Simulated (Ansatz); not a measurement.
## Electronic structure of Sn15Se16 (cell charge −2, with a compensating background) (cell with a defect) in real space

```xyz
31
Lattice="0.0000 0.0000 9.1346 0.0000 -8.4108 -4.5673 11.7848 0.0000 0.0000" Properties=species:S:1:pos:R:3 pbc="T T T"
Sn    7.3952   -1.0513    6.4964
Sn    7.3723   -5.2194   -2.7857
Sn    7.3723   -5.2941    1.7816
Sn   10.3244   -3.0646    3.9992
Sn   10.1865   -3.1931   -0.4802
Sn   10.3244   -7.4489   -0.5681
Sn   10.1865   -7.3204    4.0871
Sn    4.5423   -3.1580    2.7674
Sn    4.4964   -3.1117    7.4365
Sn    4.5423   -7.3555   -1.7998
Sn    4.4964   -7.4017    2.8692
Sn    1.2270   -1.0513    0.6446
Sn    1.4623   -1.0513    5.0668
Sn    1.4158   -5.2322    5.0846
Sn    1.4158   -5.2813    0.5173
Se    1.7689   -3.1826    2.3983
Se    1.7431   -3.1452    6.9327
Se    1.7689   -7.3309   -2.1690
Se    1.7431   -7.3683    2.3653
Se    7.6099   -3.1042    4.5224
Se    7.5378   -3.2519   -0.2637
Se    7.6099   -7.4093   -0.0449
Se    7.5378   -7.2616    4.3036
Se    4.1012   -1.0513    0.1509
Se    4.2003   -1.0513    4.6261
Se    4.1749   -5.2523    4.6515
Se    4.1749   -5.2612    0.0842
Se   10.1395   -1.0513    2.1389
Se   10.1231   -1.0513    6.7681
Se   10.1213   -5.3201   -2.4120
Se   10.1213   -5.1934    2.1553
```

The program warned that a starting moment wasn't kept; spin-polarised, but the moments vanished.

The calculation used DFT PBE, scalar-relativistic, plane waves, PAW in Ansatz.

The density is the valence pseudo-density of a PAW calculation; it isn't the true density close to the nuclei.

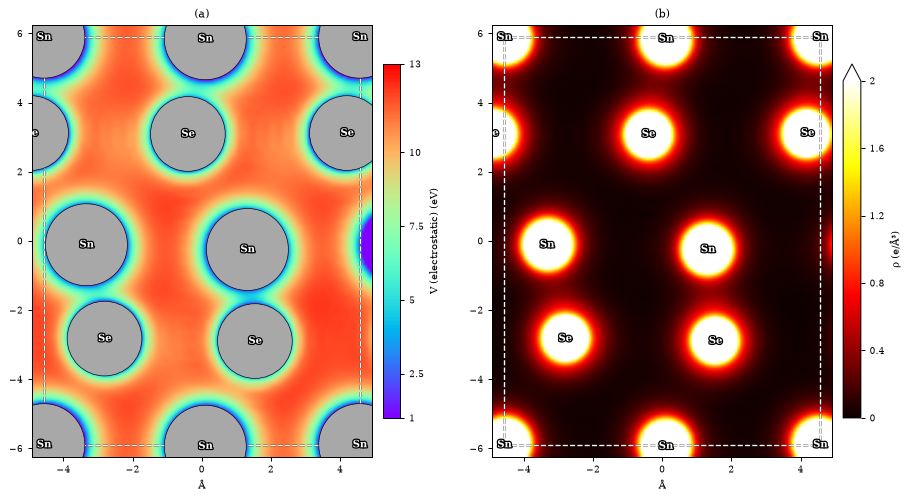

Figure 1. (a) electrostatic potential (local pseudopotential plus Hartree) felt by an electron; (b) valence electron density on the (010) plane of the calculation cell. Grey discs cover the atomic cores in the potential map.

Read the bonding off the picture.

The section cuts through Sn and Se sites. Sn–Se (2.66 Å): the density is about 0.41 e/Å³ at the midpoint. Between the atoms the lowest density in this plane is 0.02 e/Å³. Outside the cores the potential energy rises away from the atoms and is highest about 2.1 Å from the nearest atoms; its zero is arbitrary.

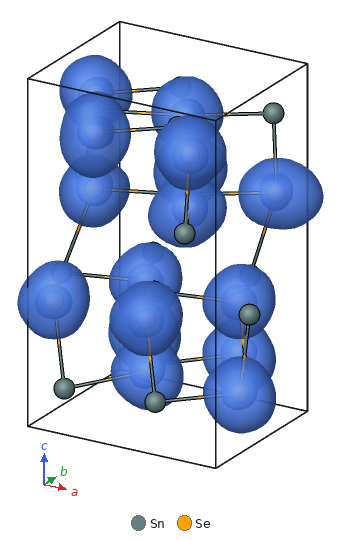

Figure 2. Isosurface of the electron localisation function at 0.7 (blue), seen slightly off an axis. Only the valence region is drawn (cores and ρ < 0.01 e/Å³ removed). Sticks mark near contacts.

Where are the electrons localised?

At this value the surface marks out 16 regions wrapped around Se (the valence shell of each), counted in one cell of 31 atoms. Any copies at cell faces, edges or corners count once.


Sn–Se (2.66 Å): the ELF is about 0.55 at the midpoint. Sn–Se (2.74 Å): the ELF is about 0.55 at the midpoint.

Metal or insulator at this level of theory?

It is gapped, with a Kohn–Sham gap of 0.82 eV on the k-point mesh, an upper bound to the gap of this method.
